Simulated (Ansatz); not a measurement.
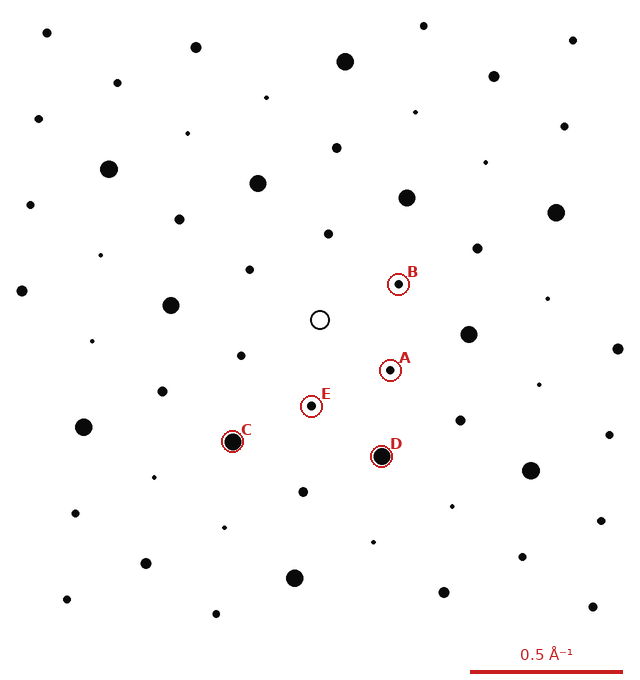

The pattern is a kinematic simulation for 200 kV electrons (no multiple scattering; isotropic B = 0.5 Å²). The zone axis points towards the electron source and the pattern is seen from the source side.

Ir, space group R-3m (No. 166), a = 6.996 Å, c = 16.557 Å (hexagonal axes). Structure: the geometry relaxed with DFT PBEsol, scalar-relativistic, plane waves, PAW (Ansatz); the starting structure was generated, so it need not be a known form of this composition.

Spot A is indexed -2 1 0 and spot B -1 -1 0.

Index the other marked spots.

Answer. C = A − 2B = 0 3 0 (d = 2.020 Å). D = 2A − B = -3 3 0 (d = 2.020 Å). E = A − B = -1 2 0 (d = 3.498 Å).

Find the zone axis.

Answer. The cross product of A and B is parallel to [001]; every spot obeys hu + kv + lw = 0.
